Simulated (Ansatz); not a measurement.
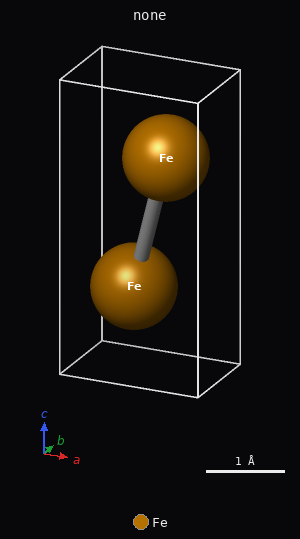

Crystalline Fe (set up in P6_3/mmc), relaxed (cell and atoms) with several dispersion corrections. The picture shows the result with none. A ball-and-stick model of the cell of the calculation, seen slightly off an axis.

Computed with Ansatz 0.2.0: PBEsol, Ansatz PAW. (plane-wave cutoff 420 eV; k-point mesh 12 × 12 × 7; occupations fermi-dirac; smearing width 0.05 eV; collinear spin; cell and atoms relaxed; force threshold 0.01 eV/Å)

```
dispersion correction  volume (Å³/atom)  a (Å)  c (Å)
                 none             9.812  2.427  3.845
                   D4             9.709  2.419  3.833
           D3(BJ)-ATM                 ?      ?      ?
               D3(BJ)             9.623  2.411  3.822
```

One row is withheld. What does the calculation give there?

With D3(BJ)-ATM the volume falls between D3(BJ) (9.623) and D4 (9.709). The calculation gives 9.667 Å³/atom (a = 2.415 Å, c = 3.828 Å). In order of volume: D3(BJ) < D3(BJ)-ATM < D4 < none; the spread is 2.0 %.

Each member starts from this one structure; whether another phase lies lower wasn't checked.

Limits of the set-up: only the magnetic order of this start and cell was tried (total moment 0.0 μB per cell).
